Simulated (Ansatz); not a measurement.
# Single-point calculation of PtS$_{2}$

PtS$_{2}$ (slab, 6 atoms in the cell), computed with DFT PBE+D3(BJ), scalar-relativistic, plane waves, PAW, PAW set soft_1, no spin polarisation (Ansatz 0.2.0).

The structure derives from an entry of the Crystallography Open Database. Figures and captions count atoms from 1; the log counts them from 0 in places.

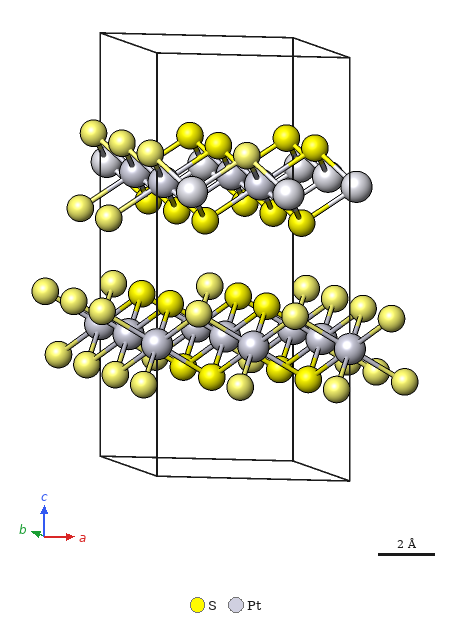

The input geometry (ball-and-stick view of the 2 × 2 repeat of the cell, with the vacuum cut short, seen slightly off an axis; neighbours outside the cell are drawn fainter). Near neighbours in the crystal (not all of them lie inside the picture): S has 3 Pt at 2.39 Å; Pt has 6 S at 2.39 Å.

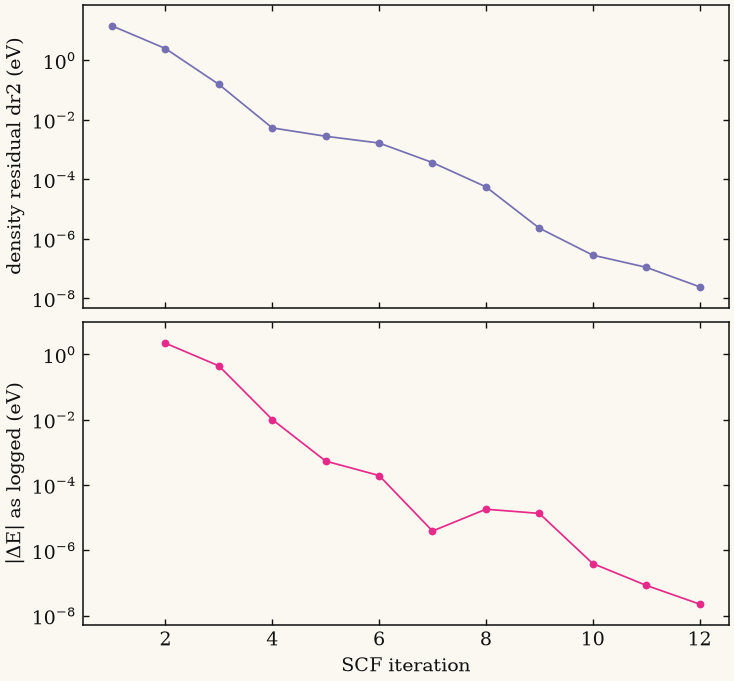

Convergence of the self-consistent field: density residual dr2 and size of the energy change against the SCF iteration. The residual falls at every step.

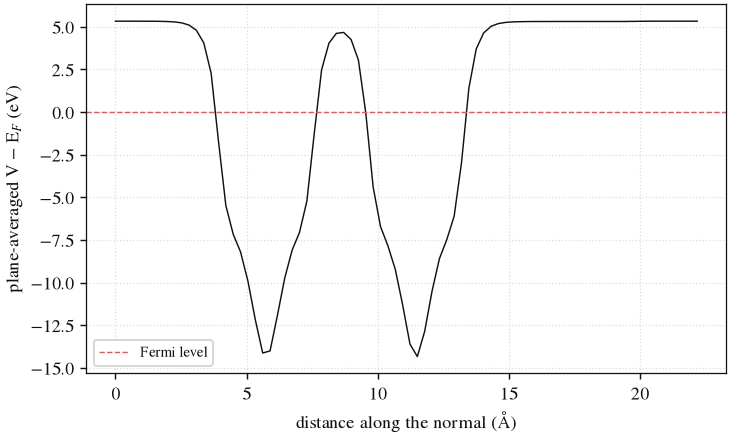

Plane average of the electrostatic potential energy of an electron across the cell, from the Fermi level. The vacuum level lies 5.31 eV above the Fermi level.

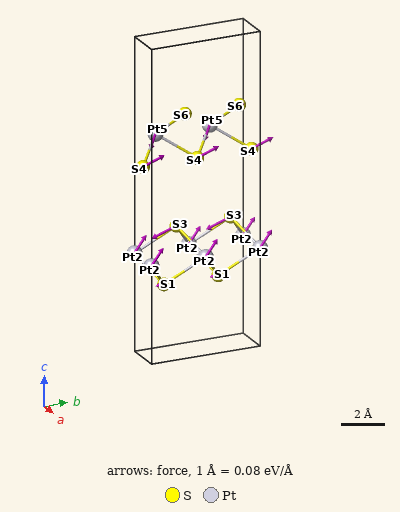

Forces on the atoms as pink arrows (ball-and-stick view of the 1 × 2 repeat of the cell, with the vacuum cut short, seen slightly off an axis; atoms are numbered from 1 in the order of the input). The largest act on S3 (0.11 eV/Å); S4 (0.09 eV/Å); Pt2 (0.08 eV/Å); Pt5 (0.07 eV/Å), among others. The geometry is not a stationary point of this energy.

These pictures come from the run below.

## Input
```yaml
crystal:
  lattice:
    - [3.5415269801, 0.0, 0.0]
    - [-1.7707634901, 3.067052333, 0.0]
    - [0.0, 0.0, 22.4670671688]
  atoms:
    - { symbol: S, position: [0.6666666667, 0.3333333333, 0.2002931654] }
    - { symbol: Pt, position: [0.0, 0.0, 0.255563699] }
    - { symbol: S, position: [0.3333333333, 0.6666666667, 0.3108342327] }
    - { symbol: S, position: [0.5, 1.0, 0.4550453118] }
    - { symbol: Pt, position: [1.1666666667, 1.3333333333, 0.5103158454] }
    - { symbol: S, position: [0.8333333333, 0.6666666667, 0.5655863791] }
basis:
  ecutwfc: 420
kpoints:
  mp_grid: { grid: [9, 9, 1] }
hamiltonian:
  xc: pbe
  pseudopotentials: { kind: paw, azcp: { folder: soft_1 } }
  dispersion: d3bj
scf:
  occupations: { method: gaussian, width: 0.05 }
output:
  forces: true
  eigenvalues: true
efield:
  axis: 3
  dipole_correction: true
  ramp_width: 0.04
```

Run as:
```bash
ansatz run input.yaml --threads 1 --pin off --max-ram 3072MiB --backend cpu --events-out ev --progress --plain --runs-dir out
```

## The program's output
```
Engine: ansatz 0.2.0, x86_64-unknown-linux-gnu
Pseudopotentials: kind: paw
Pseudopotential: S, paw, valence charge 6, recommended cutoff 420 eV (normal), [file]
Pseudopotential: Pt, paw, valence charge 18, recommended cutoff 420 eV (normal), [file]
Functional definition: PBE
  parameter kappa = 0.804
  parameter beta = 0.06672455060314922
  exchange = pbe_x(kappa = kappa, mu = beta*pi^2/3)
  correlation = pbe_c(beta = beta)
Crystal: 6 atoms, lattice volume = 244.038 Å³
Basis set: ecut = 420 eV, 4713 PW (Γ), exchange–correlation on 48×48×320 points (8 copies of the dense FFT grid, shifted against one another)
Bands: 36, of which v1, the nominal top of the filled ones, is band 30 counted from 1 (29 counted from 0)
Symmetry: 2 space group operations
Space group: Cm (ITA 8), of the structure as read, at distance tolerance 6.2e-5 Å
k-points: 25 of 81 (time reversal used)
Non-local potential: S, projectors of the file, l = 0: 2, l = 1: 2, l = 2: 1
Non-local potential: Pt, projectors of the file, l = 0: 3, l = 1: 2, l = 2: 2, l = 3: 1
PAW form: soft (Blöchl's): semilocal exchange-correlation on the pseudo side does not see the compensation charge
PAW one-centre angular grid: S, 110 points (default); XC on 64 Gauss nodes
PAW one-centre angular grid: Pt, 590 points (default); XC on 64 Gauss nodes
Initial density: superposition of atomic densities (neutral atoms: chi_scale 0, normalization atom)
Initial wavefunctions: pseudopotential atomic-orbital guess
Functional: x = pbe(κ = 0.804, μ = 0.2195149727645171), c = pbe(β = 0.06672455060314922)
SCF iter   1: F=—  HF=-28664.410937 eV  |F-HF|=—  |Δ(HF+E_count)|=         —  Δρ=6.92e-2  dr2=1.43e1  ethr=3.10e-3  p=0.000 e·Å  D=4.01e-6 V/Å  ΔV_dip=-0.00 eV  dr2_dipole=1.16e-5  V_vac-E_F(+/−)=4.77/4.77 eV  ⟨swp⟩=11.4  Hψ=5114  notcnv=0
efield: sawtooth ramp at fractional position 0.8629 (placed from the atoms, in the widest stretch of the axis that holds none; the zero of the levels goes with the place), width 0.0400; the density the first Hamiltonian is built on has a dipole p = 0.000 e·Å; the dipole correction subtracts the counter field D = 4.01e-6 V/Å, which shifts the + side's vacuum level by -0.00 eV against the − side's; the planar-averaged density in the ramp window peaks in size at 5.5e-6 e/Å³
preconditioner: auto → Resta (q_TF=auto, 2.159 Å⁻¹)  ε∞=4.4  [insulator: Δε(μ)=1.474 eV  Ē_g=8.494 eV  σ=0.050 eV  W_gap=1.00  n_scr=44 (ndim 8)  ℏωp=15.8 eV  f_vac=0.494  D(μ)=0.00/eV (n_scr^D=0)  ε∞_Penn≈4.4  vacuum switching on, ρ_ref=5.2e-3 e/Å³]
SCF iter   2: F=—  HF=-28662.206288 eV  |F-HF|=—  |Δ(HF+E_count)|=    2.20e0  Δρ=2.71e-2  dr2=2.48e0  ethr=3.10e-3  p=0.001 e·Å  D=4.79e-4 V/Å  ΔV_dip=-0.01 eV  dr2_dipole=3.67e-6  V_vac-E_F(+/−)=5.73/5.74 eV  ⟨swp⟩=3.7  Hψ=2444  notcnv=0  defer=50
SCF iter   3: F=—  HF=-28661.762667 eV  |F-HF|=—  |Δ(HF+E_count)|=   4.44e-1  Δρ=1.30e-2  dr2=1.55e-1  ethr=3.10e-3  p=0.000 e·Å  D=3.06e-4 V/Å  ΔV_dip=-0.01 eV  dr2_dipole=4.09e-6  V_vac-E_F(+/−)=5.50/5.50 eV  ⟨swp⟩=2.9  Hψ=1561  notcnv=0  defer=50
SCF iter   4: F=—  HF=-28661.752559 eV  |F-HF|=—  |Δ(HF+E_count)|=   1.01e-2  Δρ=1.12e-3  dr2=5.34e-3  ethr=2.59e-4  p=0.002 e·Å  D=1.42e-3 V/Å  ΔV_dip=-0.03 eV  dr2_dipole=8.03e-5  V_vac-E_F(+/−)=5.32/5.36 eV  ⟨swp⟩=2.6  Hψ=1485  notcnv=0  defer=50
SCF iter   5: F=—  HF=-28661.753098 eV  |F-HF|=—  |Δ(HF+E_count)|=   5.39e-4  Δρ=5.44e-4  dr2=2.80e-3  ethr=8.89e-6  p=-0.001 e·Å  D=-4.24e-4 V/Å  ΔV_dip=0.01 eV  dr2_dipole=2.49e-4  V_vac-E_F(+/−)=5.36/5.35 eV  ⟨swp⟩=2.2  Hψ=1369  notcnv=0  defer=50
SCF iter   6: F=—  HF=-28661.753293 eV  |F-HF|=—  |Δ(HF+E_count)|=   1.95e-4  Δρ=3.66e-4  dr2=1.66e-3  ethr=4.66e-6  p=0.002 e·Å  D=1.77e-3 V/Å  ΔV_dip=-0.04 eV  dr2_dipole=1.76e-4  V_vac-E_F(+/−)=5.31/5.35 eV  ⟨swp⟩=2.0  Hψ=1101  notcnv=0  defer=50
SCF iter   7: F=—  HF=-28661.753297 eV  |F-HF|=—  |Δ(HF+E_count)|=   3.89e-6  Δρ=1.67e-4  dr2=3.66e-4  ethr=2.76e-6  p=0.001 e·Å  D=1.08e-3 V/Å  ΔV_dip=-0.02 eV  dr2_dipole=2.11e-5  V_vac-E_F(+/−)=5.31/5.34 eV  ⟨swp⟩=1.0  Hψ=850  notcnv=0  defer=50
SCF iter   8: F=—  HF=-28661.753315 eV  |F-HF|=—  |Δ(HF+E_count)|=   1.81e-5  Δρ=7.44e-5  dr2=5.60e-5  ethr=6.10e-7  p=0.001 e·Å  D=1.06e-3 V/Å  ΔV_dip=-0.02 eV  dr2_dipole=1.74e-5  V_vac-E_F(+/−)=5.31/5.34 eV  ⟨swp⟩=2.2  Hψ=1109  notcnv=0  defer=50
SCF iter   9: F=—  HF=-28661.753329 eV  |F-HF|=—  |Δ(HF+E_count)|=   1.35e-5  Δρ=2.37e-5  dr2=2.29e-6  ethr=9.33e-8  p=0.001 e·Å  D=7.35e-4 V/Å  ΔV_dip=-0.02 eV  dr2_dipole=5.16e-8  V_vac-E_F(+/−)=5.31/5.33 eV  ⟨swp⟩=1.8  Hψ=1160  notcnv=0  defer=50
SCF iter  10: F=—  HF=-28661.753329 eV  |F-HF|=—  |Δ(HF+E_count)|=   3.94e-7  Δρ=9.48e-6  dr2=2.84e-7  ethr=3.82e-9  p=0.001 e·Å  D=7.68e-4 V/Å  ΔV_dip=-0.02 eV  dr2_dipole=1.78e-9  V_vac-E_F(+/−)=5.31/5.33 eV  ⟨swp⟩=2.0  Hψ=1381  notcnv=0  defer=50
SCF iter  11: F=—  HF=-28661.753329 eV  |F-HF|=—  |Δ(HF+E_count)|=   8.46e-8  Δρ=5.02e-6  dr2=1.11e-7  ethr=1.67e-10  p=0.001 e·Å  D=7.65e-4 V/Å  ΔV_dip=-0.02 eV  dr2_dipole=5.67e-10  V_vac-E_F(+/−)=5.31/5.33 eV  ⟨swp⟩=16.4  Hψ=4847  notcnv=0
SCF iter  12: F=-28661.753329 eV  HF=-28661.753329 eV  |F-HF|=6.91e-11  |Δ(HF+E_count)|=   2.26e-8  Δρ=2.26e-6  dr2=2.46e-8  ethr=1.67e-10  p=0.001 e·Å  D=7.66e-4 V/Å  ΔV_dip=-0.02 eV  dr2_dipole=2.46e-11  V_vac-E_F(+/−)=5.31/5.33 eV  ⟨swp⟩=5.2  Hψ=3126  notcnv=0
SCF 1 converged in 12 iterations: F = -28661.753329 eV  dr2 = 2.46e-8
  greatest PAW one-centre occupation: 1.000 electrons in one spin orbital (limit 2), on the Pt atom at site 1 (counted from 0), in its partial waves of l = 0
SCF converged after 12 iterations
Free energy (F): -28661.753329 eV
Harris-Foulkes:  -28661.753329 eV  (|F-HF|=6.91e-11)
Internal energy: -28661.753329 eV  (E = F + TS)
E sigma→0 (E₀):  -28661.753329 eV
Fermi energy:    2.079113 eV
Dipole field:    D = 0.000772 V/Å  (p = 0.001041 e·Å, saw-weighted, corrected)
Work function:   Φ+ = 5.3137 eV   Φ− = 5.3311 eV
Levels:          The Fermi level and band energies are counted from a zero that moves with the ramp; work functions are not
--- Per-component energies (eV) ---
  E_band       = -1172.085797
  E_kinetic    = 1611.176007
  E_local      = -39173.814540  (includes V_loc(G=0)·N_el)
  E_nonlocal   = 543.756853
  E_hartree    = 18695.650247
  E_xc         = -818.818830
  E_vxc        = -871.677424  (∫ρ·V_xc dr)
  E_paw        = -21400.806476  (= ΣΔE_a)
  E_vpaw       = -672.825259  (= ΣTr[D̂ρ^β])
  E_aug_tail   = 0.002215  (compensation charges beyond the density's cutoff)
  E_efield     = 0.000000  (sawtooth field / dipole correction)
  E_vefield    = 0.000001  (∫n·V_field dr)
  E_ewald      = 11883.027255
  E_disp       = -1.926061  (pairwise vdW)
  E_smearing   = -0.000000  (= −TS)
  E_closure    = -0.000000  (closes the sum)
  Σ components = -28661.753329   (vs F -28661.753329, Δ=0.00e0)
--- Forces (eV/Å), atoms counted from 1 ---
  atom   1  S      0.00000000    -0.03338986    -0.00553221
  atom   2  Pt    -0.00000000     0.04611566     0.06874280
  atom   3  S      0.00000000    -0.09705506    -0.04634326
  atom   4  S     -0.00000000     0.08497374     0.04129825
  atom   5  Pt     0.00000000    -0.02164173    -0.06220430
  atom   6  S     -0.00000000     0.02099887     0.00404576
  max |Σ_I F_I| component: 7.05e-6 eV/Å
--- Band table (eV; the first three rows and the last of 25) ---
  k-point 0: bands = ["-97.5540", "-97.5387", "-51.7016", "-51.6994", "-51.6866", "-51.6833", "-51.6176", "-51.6024", "-13.0537", "-12.9847", "-10.8785", "-10.7243", "-4.5157", "-4.5128", "-4.4990", "-4.4964", "-4.4245", "-4.0569", "-1.8432", "-1.8422", "-1.8275", "-1.8264", "-0.2601", "0.2498", "0.2682", "0.7759", "0.7803", "0.8000", "0.8202", "0.9852", "4.2471", "4.2667", "4.2978", "4.3186", "6.5493", "6.7244"]
  k-point 1: bands = ["-97.5539", "-97.5386", "-51.7042", "-51.7000", "-51.6873", "-51.6859", "-51.6173", "-51.6021", "-12.8984", "-12.8293", "-10.9057", "-10.7640", "-4.5364", "-4.4784", "-4.4180", "-4.4039", "-4.2553", "-3.9147", "-2.0898", "-2.0724", "-1.9636", "-1.9455", "-0.4658", "-0.3015", "0.1800", "0.8068", "0.8389", "0.8874", "0.9492", "1.3728", "3.5616", "3.6554", "4.0465", "4.1360", "6.8877", "7.0324"]
  k-point 2: bands = ["-97.5538", "-97.5385", "-51.7108", "-51.7017", "-51.6925", "-51.6890", "-51.6165", "-51.6012", "-12.4685", "-12.3994", "-10.9755", "-10.8640", "-4.5030", "-4.3701", "-4.1939", "-4.1787", "-3.8493", "-3.5824", "-2.8630", "-2.8263", "-2.1262", "-2.1051", "-0.9678", "-0.8716", "0.4341", "0.7446", "0.7977", "0.8010", "0.8718", "1.2699", "2.7542", "3.0555", "3.8020", "3.9122", "7.4221", "7.5533"]
  k-point 24: bands = ["-97.5536", "-97.5383", "-51.7165", "-51.7095", "-51.7037", "-51.6912", "-51.6150", "-51.5998", "-11.6094", "-11.5336", "-11.0919", "-11.0136", "-4.4639", "-4.4313", "-4.1839", "-4.0613", "-3.5095", "-3.4485", "-2.9202", "-2.7678", "-2.7527", "-2.6038", "-0.9774", "-0.9526", "-0.5893", "-0.4683", "-0.1966", "0.0504", "0.8198", "1.0806", "2.8169", "3.0867", "3.5337", "3.7774", "7.7202", "7.8962"]
```

## Results in brief

| quantity | value |
| --- | --- |
| outcome | converged |
| electrons treated | 60 |
| free energy | −28661.7533 eV |
| work function, top face | 5.31 eV |
| work function, bottom face | 5.33 eV |
| Fermi energy | 2.079 eV |
| gap on the k-point mesh | 1.29 eV |
| work function (upper face) | 5.31 eV |
| largest force (length of the vector) | 0.108 eV/Å |
| hardware | 1 thread of Intel Xeon (Sapphire Rapids), 64 GiB of memory available, shared host |
| wall time | 17 s |
| peak memory | 0.53 GiB |

## Remarks

Spin–orbit coupling is left out, which matters for Pt.
